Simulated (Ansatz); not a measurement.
**Band-structure calculation of Ni$_{2}$Si (part 1 of 2)**

Ni$_{2}$Si (P6₃/mmc, 6 atoms in the cell), computed with DFT r2SCAN, scalar-relativistic, plane waves, PAW, spin-polarised (Ansatz 0.2.0).

The structure derives from an entry of the Crystallography Open Database.

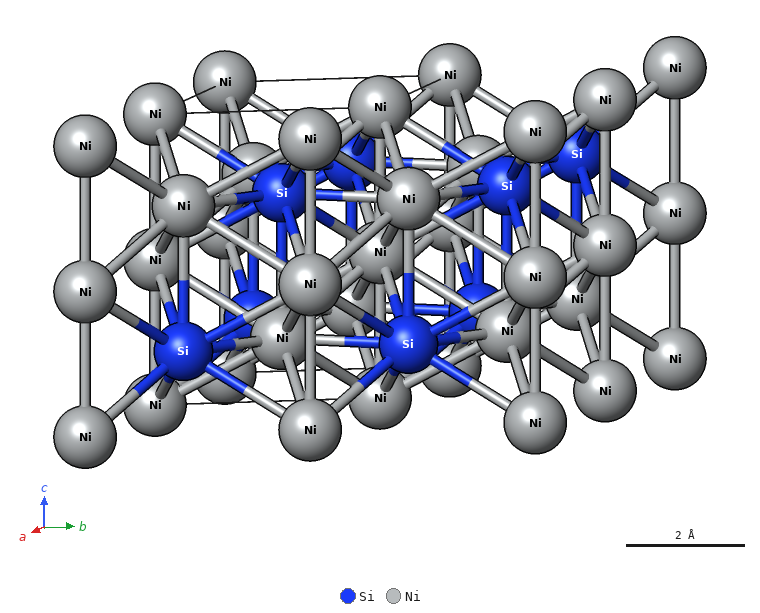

The structure as given in the input (ball-and-stick view of the cell of the calculation, repeated 2 × 2 × 1, seen slightly off an axis).

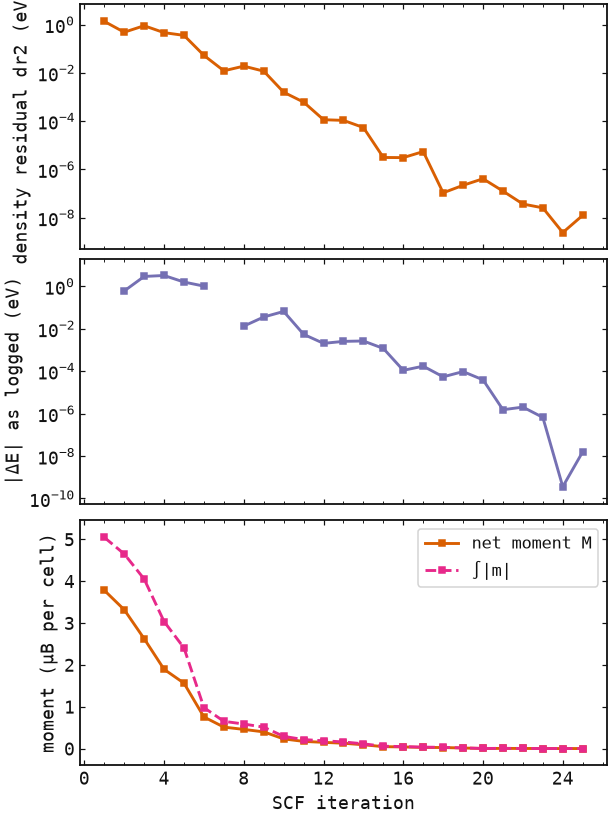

Convergence of the self-consistent field: density residual dr2, size of the energy change and magnetic moment against the SCF iteration. The residual falls unevenly and jumps up by a factor of two or more 2 times on the way down. The net moment goes from 3.8 to 0.0 μB per cell, and ∫|m| falls to zero.

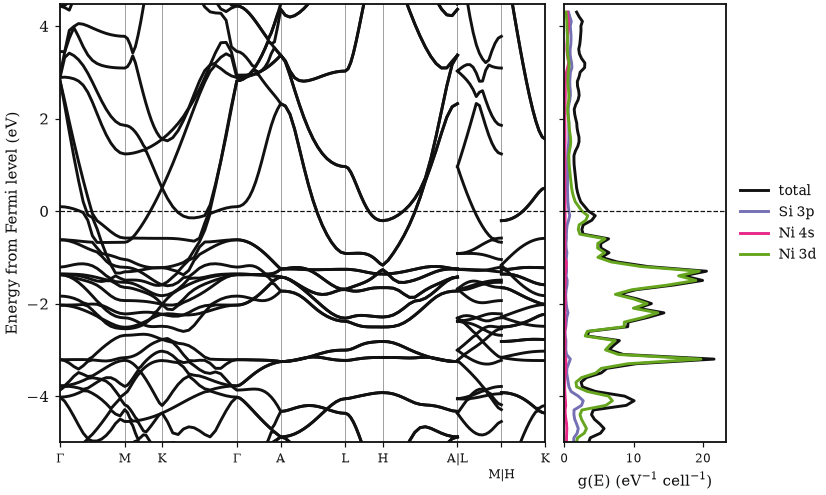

Band structure along Γ–M–K–Γ–A–L–H–A|L–M|H–K and density of states (projected on Löwdin-orthogonalised atomic shells), with energies from the Fermi level. Bands cross the Fermi level: a metal at this level of theory.

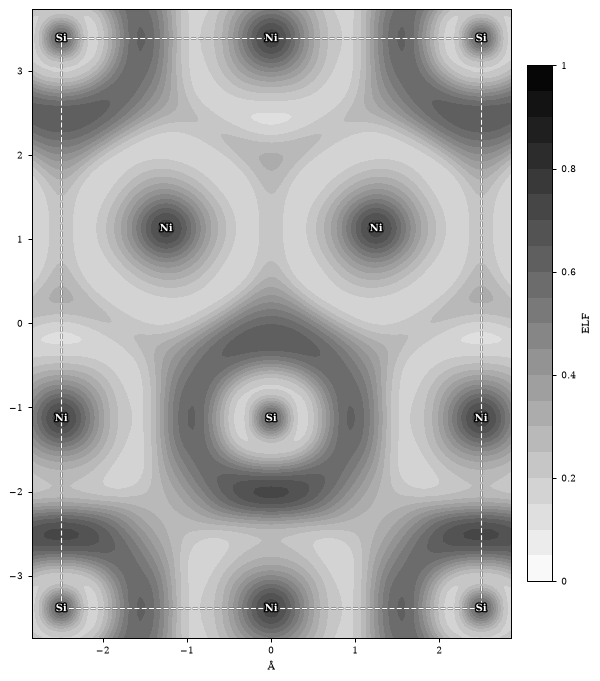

ELF on the (110) plane of the conventional cell. The plane passes through Si and Ni nuclei. Si–Ni (2.26 Å): the ELF peaks at about 0.70 between the atoms. Ni–Ni (2.50 Å): the ELF is about 0.20 at the midpoint; no shared electron pair. Si–Ni (2.50 Å): the ELF is about 0.40 at the midpoint. Si–Ni (2.58 Å): the ELF is about 0.40 at the midpoint. Ni–Ni (2.58 Å): the ELF is about 0.25 at the midpoint (no shared electron pair). The strong features right at Ni lie inside the PAW spheres (semicore, d or f shells) and say nothing about bonding. In a PAW calculation such maps are meaningful between the atoms, not at the nuclei.

The input that produced these results follows, with the program's output.

## The input
```yaml
crystal:
  lattice:
    - [3.9119262937, 0.0, 0.0]
    - [-1.9559631469, 3.3878275481, 0.0]
    - [0.0, 0.0, 4.9914522299]
  atoms:
    - { symbol: Si, position: [0.3333333333, 0.6666666667, 0.75] }
    - { symbol: Si, position: [0.6666666667, 0.3333333333, 0.25] }
    - { symbol: Ni, position: [0.0, 0.0, 0.0], spin: 2.0 }
    - { symbol: Ni, position: [0.0, 0.0, 0.5], spin: 2.0 }
    - { symbol: Ni, position: [0.3333333333, 0.6666666667, 0.25], spin: 2.0 }
    - { symbol: Ni, position: [0.6666666667, 0.3333333333, 0.75], spin: 2.0 }
basis:
  ecutwfc: 500
kpoints:
  mp_grid: { grid: [12, 12, 8] }
  band_path:
    path:
      - [[0.0, 0.0, 0.0], [0.5, 0.0, 0.0], [0.33333333, 0.33333333, 0.0], [0.0, 0.0, 0.0], [0.0, 0.0, 0.5], [0.5, 0.0, 0.5], [0.33333333, 0.33333333, 0.5], [0.0, 0.0, 0.5]]
      - [[0.5, 0.0, 0.5], [0.5, 0.0, 0.0]]
      - [[0.33333333, 0.33333333, 0.5], [0.33333333, 0.33333333, 0.0]]
    npoints: 14
hamiltonian:
  xc: r2scan
scf:
  occupations: { method: gaussian, width: 0.1 }
  n_extra_bands: 15
output:
  forces: true
  stress: true
  eigenvalues: true
  populations: true
  dos: { projected: true, de: 0.02, nscf_kmesh: { grid: [18, 18, 12] } }
  bader: true
  write_density: true
  write_potential: true
  elf: true
  volumetric_format: npy
magnetization:
  spin_polarized: true
```

Launched with:
```bash
ansatz run input.yaml --threads 2 --pin off --max-ram 5120MiB --backend cpu --events-out ev --progress --plain --runs-dir out
```

## The program's output
```
scf.n_extra_bands = 15 over 40 filled bands (N_el = 80.0): the run solves 55 bands
Engine: ansatz 0.2.0, aarch64-unknown-linux-gnu
Pseudopotentials: kind: paw
Pseudopotential: Si, paw, valence charge 4, recommended cutoff 500 eV (meta_gga), Si.paw.azcp
Pseudopotential: Ni, paw, valence charge 18, recommended cutoff 500 eV (meta_gga), Ni.paw.azcp
Functional definition: r2SCAN
  parameter k0 = 0.174
  parameter k1 = 0.065
  parameter a1 = 4.9479
  exchange = r2scan_x(k0 = k0, k1 = k1, a1 = a1)
  correlation = r2scan_c
Crystal: 6 atoms, lattice volume = 66.151 Å³
Basis set: ecut = 500 eV, 1657 PW (Γ), exchange–correlation on 120×120×160 points (64 copies of the dense FFT grid, shifted against one another)
Bands: 55, of which v1, the nominal top of the filled ones, is band 40 counted from 1 (39 counted from 0)
Symmetry: 24 space group operations
Space group: P63/mmc (ITA 194), of the structure as read, at distance tolerance 4.0e-5 Å
Magnetic group: BNS 194.263 (UNI 1493), of the structure as read, at distance tolerance 4.0e-5 Å
k-points: 95 of 1152
Non-local potential: Si, projectors of the file, l = 0: 2, l = 1: 2, l = 2: 2
Non-local potential: Ni, projectors of the file, l = 0: 3, l = 1: 2, l = 2: 3, l = 3: 1
PAW form: soft (Blöchl's): semilocal exchange-correlation on the pseudo side does not see the compensation charge
PAW frozen core: Si, regenerated for the run's functional (the file was generated under x = pbe(κ = 0.804, μ = 0.2195149727645171), c = pbe(β = 0.06672455060314922))
PAW frozen core: Ni, regenerated for the run's functional (the file was generated under x = pbe(κ = 0.804, μ = 0.2195149727645171), c = pbe(β = 0.06672455060314922))
PAW one-centre angular grid: Si, 302 points (default); XC on 160 Gauss nodes
PAW one-centre angular grid: Ni, 590 points (default); XC on 160 Gauss nodes
Initial density: superposition of atomic densities (chi_scale 0.1, normalization cell)
Starting moments: Σ|m| = 8 μB on 4 of 6 sites
Initial wavefunctions: pseudopotential atomic-orbital guess
Functional: x = r2scan, c = r2scan; τ floored in thin density (d = 2e-4 eV/Å³)
iter 1 solved again at ethr=2.32e-3 eV; its pass at ethr=3.10e-3 eV (dr2=1.86e0 eV) is discarded
```
